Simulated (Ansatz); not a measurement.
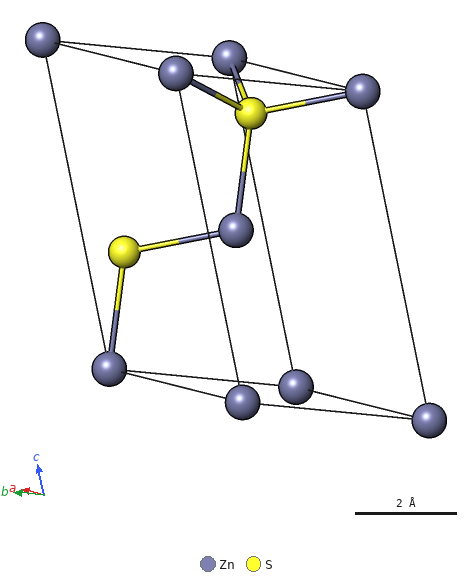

Normal modes of solid ZnS, space group F-43m (No. 216), at the zone centre of a doubled cell. A ball-and-stick model of the cell of the calculation, seen from a free direction.

The calculation used Ansatz 0.2.0, DFT PBE, scalar-relativistic, plane waves, PAW. Settings: plane-wave cutoff 420 eV; k-point mesh 12 × 12 × 8; occupations gaussian; smearing width 0.05 eV; no spin polarisation.

Frequencies are those without the non-analytic (LO–TO) term.

Q: Give the spectrum at this point.

A: The calculation's cell holds 4 atoms, so there are 9 modes besides the translations, in 5 levels. No level is unstable.

| level | degeneracy | frequency (cm⁻¹) | origin |
| --- | --- | --- | --- |
| 1 | 2 | 71 | zone boundary |
| 2 | 1 | 189 | zone boundary |
| 3 | 3 | 260 | zone centre |
| 4 | 2 | 274 | zone boundary |
| 5 | 1 | 320 | zone boundary |

The displacement patterns (one member of each degenerate set):

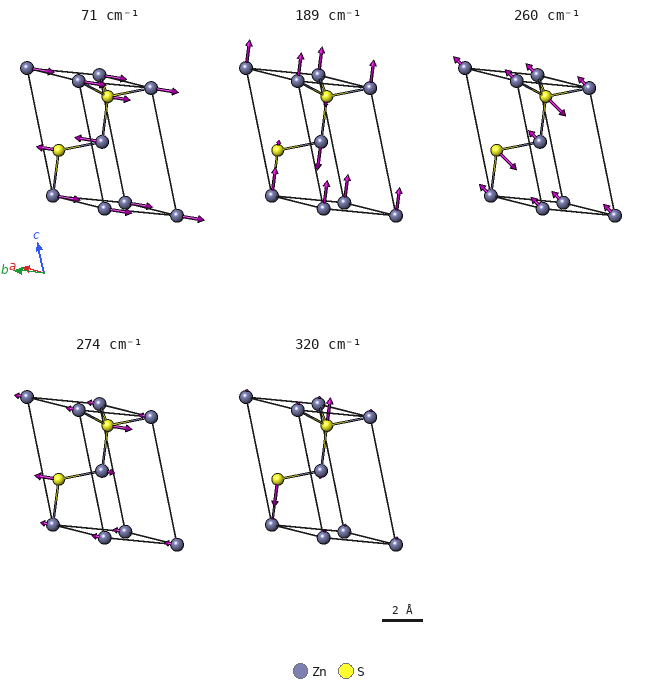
